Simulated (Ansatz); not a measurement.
## Electronic structure of Zn₈Sn₈HO₂₄ (cell charge −1, with a compensating background) (cell with a defect) in real space

The calculation's input:

```
crystal:
  lattice:
    - [-5.3422875505, -3.0843711554, 4.7366376364]
    - [5.3422875505, -3.0843711554, 4.7366376364]
    - [0.0, 6.1687423107, 4.7366376364]
  atoms:
    - { symbol: Zn, position: [0.2854830597, 0.285487596, 0.2850291253] }
    - { symbol: Zn, position: [0.7816643, 0.7839841273, 0.2812908326] }
    - { symbol: Zn, position: [0.7839465419, 0.2817674601, 0.7811683441] }
    - { symbol: Zn, position: [0.2817614895, 0.7816515867, 0.7834724294] }
    - { symbol: Zn, position: [0.7844091194, 0.7844107533, 0.78389933] }
    - { symbol: Zn, position: [0.2838033094, 0.2842855226, 0.7813356055] }
    - { symbol: Zn, position: [0.2842663498, 0.781864222, 0.2833200626] }
    - { symbol: Zn, position: [0.7818507679, 0.2837734601, 0.2837722955] }
    - { symbol: Sn, position: [0.0022645065, 0.0022527646, 0.0017718367] }
    - { symbol: Sn, position: [0.5036832825, 0.5016474832, 0.0003922403] }
    - { symbol: Sn, position: [0.5016364554, 0.0008887457, 0.5031923063] }
    - { symbol: Sn, position: [0.0008766382, 0.5036789425, 0.5011529736] }
    - { symbol: Sn, position: [0.5021489306, 0.5021551767, 0.5016463864] }
    - { symbol: Sn, position: [0.0003653978, 0.0013620468, 0.5021697277] }
    - { symbol: Sn, position: [0.0013409911, 0.5026707052, -0.0001283065] }
    - { symbol: Sn, position: [0.5026756678, 0.0003487746, 0.0008516415] }
    - { symbol: O, position: [0.4097484159, 0.7490305479, 0.5544420638] }
    - { symbol: O, position: [0.9080556331, 0.2507558526, 0.5486926658] }
    - { symbol: O, position: [0.9098477827, 0.7504829996, 0.0520563437] }
    - { symbol: O, position: [0.416544355, 0.2496368321, 0.0516083062] }
    - { symbol: O, position: [0.5549069343, 0.4097429241, 0.7485299248] }
    - { symbol: O, position: [0.0525279204, 0.9098445424, 0.7499932875] }
    - { symbol: O, position: [0.0520623224, 0.4164925467, 0.2491551732] }
    - { symbol: O, position: [0.5491828302, 0.9080664024, 0.2502585131] }
    - { symbol: O, position: [0.7490223817, 0.5549275338, 0.4092420356] }
    - { symbol: O, position: [0.2496470325, 0.052072791, 0.4159858744] }
    - { symbol: O, position: [0.2507491508, 0.5491534609, 0.9075553256] }
    - { symbol: O, position: [0.7504860434, 0.052538461, 0.9093559187] }
    - { symbol: O, position: [0.5510588111, 0.2495052997, 0.4095664916] }
    - { symbol: O, position: [0.0540362244, 0.7511746241, 0.4097216862] }
    - { symbol: O, position: [0.0489888193, 0.2514614854, 0.9008934285] }
    - { symbol: O, position: [0.5548453485, 0.7489832795, 0.9094506022] }
    - { symbol: O, position: [0.249500448, 0.410041505, 0.550533719] }
    - { symbol: O, position: [0.7489873541, 0.9099646736, 0.5543346641] }
    - { symbol: O, position: [0.7511749259, 0.4101861711, 0.0535309257] }
    - { symbol: O, position: [0.2514664798, 0.9013697463, 0.0484786883] }
    - { symbol: O, position: [0.4100435403, 0.551061419, 0.2490018514] }
    - { symbol: O, position: [0.9014248237, 0.0489858072, 0.2509584399] }
    - { symbol: O, position: [0.9099328588, 0.5548282732, 0.7484959965] }
    - { symbol: O, position: [0.4101883378, 0.0540396874, 0.7506851325] }
    - { symbol: H, position: [0.1580197516, 0.1580490999, 0.1569281107] }
  host:
    lattice:
      - [2.6711437752, 1.5421855777, 4.7366376364]
      - [-2.6711437752, 1.5421855777, 4.7366376364]
      - [0.0, -3.0843711554, 4.7366376364]
    atoms:
      - { symbol: Zn, position: [0.2833957696, 0.2833957696, 0.2833957696] }
      - { symbol: Zn, position: [0.7833957696, 0.7833957696, 0.7833957696] }
      - { symbol: Sn, position: [0.0018587151, 0.0018587151, 0.0018587151] }
      - { symbol: Sn, position: [0.5018587151, 0.5018587151, 0.5018587151] }
      - { symbol: O, position: [0.8933014643, 0.2133780822, 0.6066649687] }
      - { symbol: O, position: [0.6066649687, 0.8933014643, 0.2133780822] }
      - { symbol: O, position: [0.2133780822, 0.6066649687, 0.8933014643] }
      - { symbol: O, position: [0.1066649687, 0.7133780822, 0.3933014643] }
      - { symbol: O, position: [0.7133780822, 0.3933014643, 0.1066649687] }
      - { symbol: O, position: [0.3933014643, 0.1066649687, 0.7133780822] }
total_charge: -1
basis:
  ecutwfc: 420
  xc_grid: 2
kpoints:
  mp_grid: { grid: [2, 2, 2], shift: [0.5, 0.5, 0.5] }
hamiltonian:
  xc: pbe
scf:
  occupations: { method: gaussian, width: 0.01 }
output:
  forces: true
  stress: false
  eigenvalues: true
  charged_corrections:
    defect_position: [0.14583333, 0.14583333, 0.125]
    epsilon: [[14.5475, 0.0, 0.0], [0.0, 14.5475, 0.0], [0.0, 0.0, 26.5534]]
  write_density: true
  write_potential: true
  elf: true
  volumetric_format: npy
relax:
  adjacent_minimum: "off"
  f_tol: 0.025
  max_steps: 45
```

Launched as:

```sh
ansatz run input.yaml --threads 4 --pin off --max-ram 10240MiB --backend cpu --events-out ev --progress --plain --runs-dir out
```

The fields are those of the run's last geometry, not of the input's.

Level of theory: DFT PBE, scalar-relativistic, plane waves, PAW in Ansatz.

The density is the valence pseudo-density of a PAW calculation; it isn't the true density close to the nuclei.

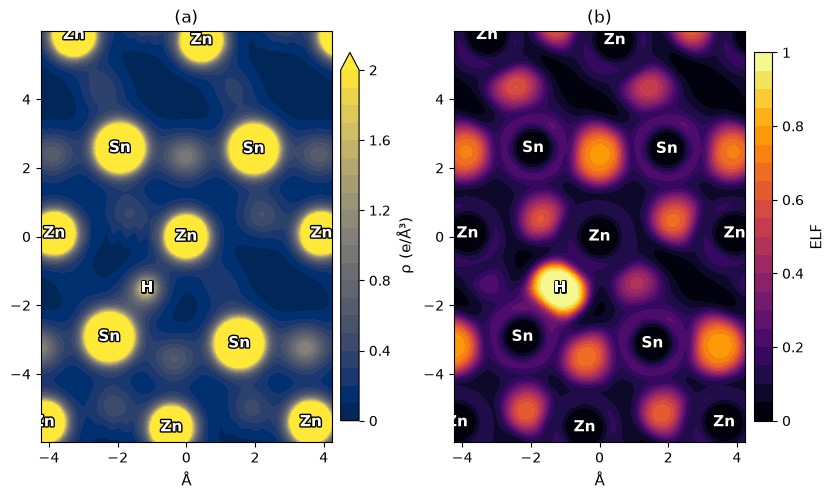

Figure 1. (a) valence charge density (pseudo); (b) ELF on the (011̄) plane of the calculation cell.

> Describe what can be read from this map.

The section cuts through Zn, Sn and H sites.
Atoms just off the plane (O, 0.7 Å away) can leave unmarked features too.
Sn–H (1.79 Å): ρ is about 0.88 e/Å³ halfway; the ELF climbs to about 1 towards the hydrogen.
Zn–H (1.89 Å): ρ at the midpoint is about 0.43 e/Å³; the ELF climbs to about 1 towards the hydrogen.
Between the atoms the lowest density in this plane is 0.02 e/Å³.

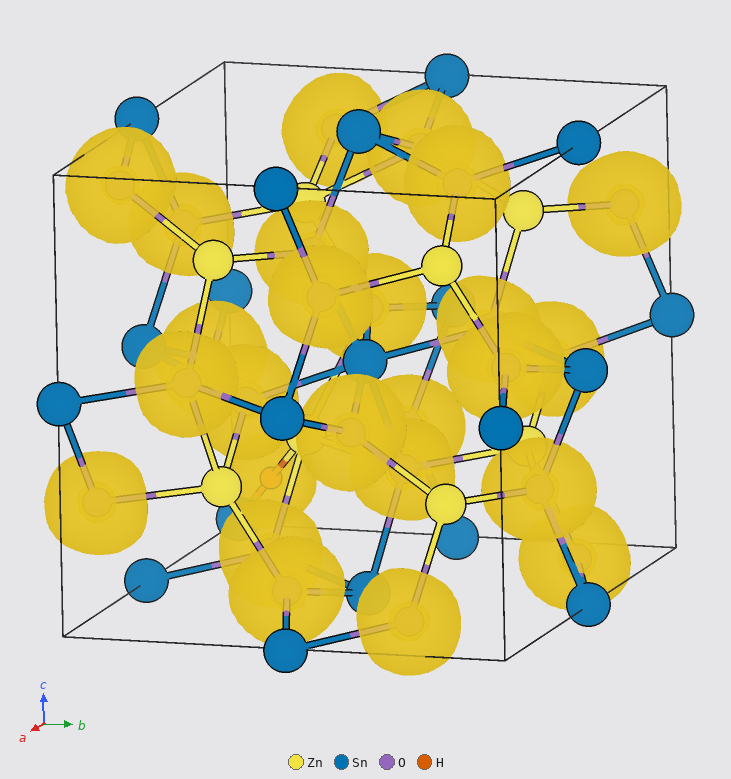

Figure 2. Isosurface of the electron localisation function at 0.65 (yellow), seen slightly off an axis. Only the valence region is drawn (cores and ρ < 0.01 e/Å³ removed). Sticks mark near contacts.

> Where are the electrons localised?

The ELF exceeds this value in one region around a hydrogen nucleus and 24 regions wrapped around O (the valence shell of each), counted in one cell of 41 atoms. Any copies at cell faces, edges or corners count once.

> Does the calculation give a band gap?

It is gapped, with a Kohn–Sham gap of 1.6 eV on the k-point mesh, an upper bound to the gap of this method.
